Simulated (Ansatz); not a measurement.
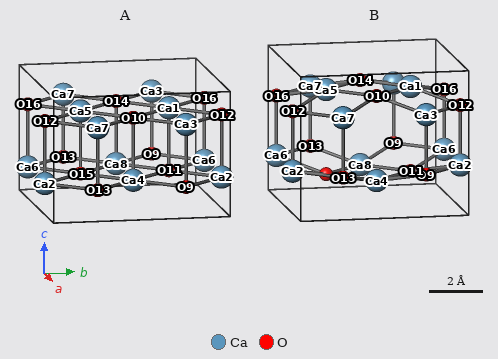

Two geometries of a crystal of CaO (a generated structure, set up in P4_2/nmc) (coarse preliminary run), drawn at one scale. One is the start of a relaxation, the other its converged end. Style: ball-and-stick. Shown: the cell of the calculation, slightly off an axis.

These are results of Ansatz 0.2.0, DFT PBE, scalar-relativistic, plane waves, PAW, not measurements. Settings: plane-wave cutoff 420 eV; k-point mesh 4 × 4 × 4; occupations gaussian; smearing width 0.1 eV; no spin polarisation; cell and atoms relaxed; force threshold 0.04 eV/Å; at most 70 steps.

Which of the two is the end point?

Structure A is the relaxed one. After 5 accepted moves (7 points after the start) the energy has fallen by 1.806 eV per cell of the calculation. Largest force component: 0.3 eV/Å at the start, 0.0026 eV/Å at the end. Pressure: 5.33 GPa at the start and 0.01 GPa at the end. At 2 points the geometry stayed and the basis and grid were re-selected for the new cell (energy shift of 42.8 meV per cell of the calculation at most each time). The largest moves relative to the cell, 0.21 Å, are those of 16 atoms (Ca1, Ca2, Ca3, Ca4 and others). Ca7 goes along +c. Largest moves by element: Ca 0.21 Å, O 0.21 Å. The drawn cell changes as follows: a = b 6.485 → 6.831 Å (+5.3 %), c 5.581 → 4.831 Å (−13.4 %); the volume changes by −3.9 %. Some distances before and after: Ca1–O11 3.267 → 2.416 Å, Ca1–Ca4 4.002 → 3.415 Å, Ca1–Ca5 3.217 → 3.415 Å, Ca1–Ca2 3.600 → 3.416 Å. New bonds form: Ca1–O11 (3.27 → 2.42 Å), Ca2–O12 (3.27 → 2.42 Å), Ca3–O9 (3.27 → 2.42 Å), Ca4–O10 (3.27 → 2.42 Å). Bond angles that change, for instance: O9–Ca3–O10 101.8° → 90.0°, Ca1–O12–Ca2 101.8° → 90.0°, Ca1–O12–Ca7 168.2° → 180.0°. The space group (tolerance 0.01 Å) goes from P4_2/nmc (No. 137) to Fm-3m (No. 225).
